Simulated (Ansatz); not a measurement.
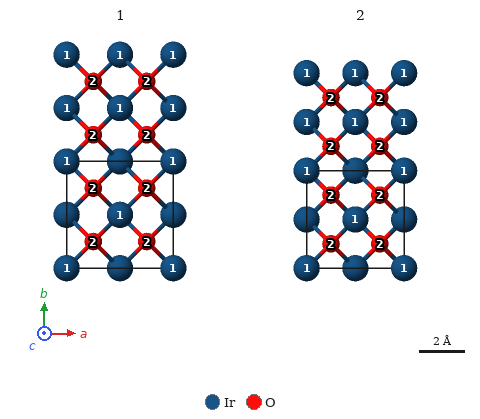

Two geometries of a crystal of IrO (built on the zinc blende type) (coarse preliminary run), drawn at one scale. One is the start of a relaxation, the other its converged end. Style: ball-and-stick. Shown: the conventional cell (4 times the calculation's cell), repeated 1 × 2 × 1 with one cell outlined, along the c axis. Lengths and directions refer to the drawn axes.

These are results of Ansatz, DFT PBE, scalar-relativistic, plane waves, PAW, not measurements. Set-up: plane-wave cutoff 420 eV; k-point mesh 8 × 8 × 8; occupations gaussian; smearing width 0.1 eV; no spin polarisation; cell and atoms relaxed; force threshold 0.05 eV/Å; at most 80 steps.

Q: Which geometry has the lower energy?

A: Structure 1 is the relaxed one. Over 6 accepted moves (8 points after the start) the energy falls by 742 meV per atom. All forces vanish by symmetry, so only the cell relaxes. The pressure goes from 95.70 to 0.03 GPa. The SCF was repeated twice at an unchanged geometry on a basis and grid sized afresh for the cell, which shifted the energy by 38.0 meV per atom at most. The atoms keep their places relative to the cell (all moves are under 0.005 Å). Cell: a = b = c 4.357 → 4.769 Å (+9.5 %). Volume +31.2 %. Among the contacts that change: Ir1–O2 1.887 → 2.065 Å. The space group stays F-43m (No. 216). The run took 12 s on 1 thread of Intel(R) Xeon(R) Platinum 8488C (Sapphire Rapids) (shared host), peak memory 0.37 GiB.
